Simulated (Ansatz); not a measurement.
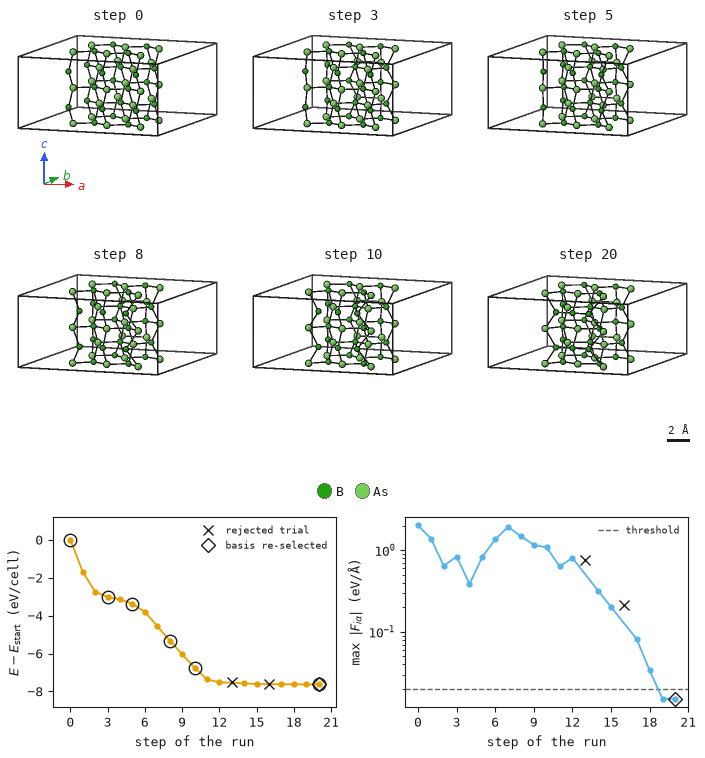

Frames of a relaxation of a wire of composition BAs, marked on the history of the run. The picture is a ball-and-stick view of the 2 repeat of the cell, with the vacuum cut short (origin shifted), seen slightly off an axis.

Case: wire along [1 1 0], 20 atoms a period.

The calculation used DFT PBE, scalar-relativistic, plane waves, PAW in Ansatz 0.2.0.

Input
```yaml
crystal:
  lattice:
    - [15.8, 0.0, 0.0]
    - [0.0, 17.7, 0.0]
    - [0.0, 0.0, 3.4003508876]
  atoms:
    - { symbol: B, position: [0.5, 0.5339606098, 0.0], spin: 0.3 }
    - { symbol: B, position: [0.5, 0.2622757317, 0.0], spin: 0.3 }
    - { symbol: As, position: [0.5, 0.6018818293, 0.5], spin: 0.3 }
    - { symbol: As, position: [0.5, 0.3301969512, 0.5], spin: 0.3 }
    - { symbol: B, position: [0.3923939593, 0.6698030488, 0.5], spin: 0.3 }
    - { symbol: B, position: [0.3923939593, 0.3981181707, 0.5], spin: 0.3 }
    - { symbol: As, position: [0.6076060407, 0.7377242683, 0.0], spin: 0.3 }
    - { symbol: As, position: [0.6076060407, 0.4660393902, 0.0], spin: 0.3 }
    - { symbol: B, position: [0.6076060407, 0.6698030488, 0.5], spin: 0.3 }
    - { symbol: B, position: [0.6076060407, 0.3981181707, 0.5], spin: 0.3 }
    - { symbol: As, position: [0.3923939593, 0.7377242683, 0.0], spin: 0.3 }
    - { symbol: As, position: [0.3923939593, 0.4660393902, 0.0], spin: 0.3 }
    - { symbol: B, position: [0.2847879185, 0.5339606098, 0.0], spin: 0.3 }
    - { symbol: B, position: [0.2847879185, 0.2622757317, 0.0], spin: 0.3 }
    - { symbol: B, position: [0.7152120815, 0.5339606098, 0.0], spin: 0.3 }
    - { symbol: B, position: [0.7152120815, 0.2622757317, 0.0], spin: 0.3 }
    - { symbol: As, position: [0.2847879185, 0.6018818293, 0.5], spin: 0.3 }
    - { symbol: As, position: [0.2847879185, 0.3301969512, 0.5], spin: 0.3 }
    - { symbol: As, position: [0.7152120815, 0.6018818293, 0.5], spin: 0.3 }
    - { symbol: As, position: [0.7152120815, 0.3301969512, 0.5], spin: 0.3 }
basis:
  ecutwfc: 420
kpoints:
  mp_grid: { grid: [1, 1, 10] }
hamiltonian:
  xc: pbe
scf:
  occupations: { method: gaussian, width: 0.05 }
  lower_state_search: "off"
output:
  forces: true
  stress: true
  eigenvalues: true
  populations: true
  write_density: true
  write_potential: true
  elf: true
  volumetric_format: npy
magnetization:
  spin_polarized: true
relax:
  adjacent_minimum: "off"
  f_tol: 0.02
  max_steps: 45
  cell: { fix: [a, b, alpha, beta, gamma], stress_tol: 0.03 }
```

Launched with:
```bash
ansatz run input.yaml --threads 4 --pin off --max-ram 11264MiB --backend cpu --events-out ev --progress --plain --runs-dir out
```

### Describe the path.

The energy falls by 7.622 eV per cell of the calculation in 17 accepted moves (20 points after the start). Largest force component: 2 eV/Å at the start, 0.015 eV/Å at the end. The line search rejected the trial steps at points 13, 16 of the run. At 1 point the geometry stayed and the basis and grid were re-selected for the new cell (energy shift of 2.7 meV per cell of the calculation at most each time). The largest moves relative to the centre of the atoms, 1.75 Å, are those of B14 and B16. Largest moves by element: B 1.75 Å, As 0.82 Å. Along the periodic axis the drawn cell goes c 6.801 → 6.683 Å (−1.7 %). Among the contacts that change: B2–B14 3.400 → 1.649 Å, As4–B14 3.987 → 2.735 Å, As7–As11 3.400 → 2.496 Å, As4–As18 3.400 → 3.085 Å. New bonds form, among them: As7–As11 (3.40 → 2.50 Å), B2–B14 (3.40 → 1.65 Å), B2–B16 (3.40 → 1.65 Å). Bond angles that change, for instance: B6–As18–B14 109.5° → 83.5°, B5–As17–B13 109.5° → 90.3°, B6–As4–B10 109.5° → 127.0°. The program noted that the starting moments weren't kept. The run may lie on a higher electronic state than the lowest, so the end point isn't shown to be the ground-state structure. Cost: 30 min on 4 threads of Intel(R) Xeon(R) Platinum 8259CL CPU @ 2.50GHz (Skylake/Cascade Lake), on a shared host, peak memory 3.8 GiB. From step 0 to 3: B atoms move most (0.52 Å), energy −3.015 eV per cell of the calculation. From step 3 to 5: B atoms move most (0.39 Å), energy −0.354 eV per cell of the calculation. From step 5 to 8: B atoms move most (0.59 Å), energy −1.947 eV per cell of the calculation. From step 8 to 10: B atoms move most (0.39 Å), energy −1.434 eV per cell of the calculation. From step 10 to 20: B atoms move most (0.33 Å), energy −0.872 eV per cell of the calculation.
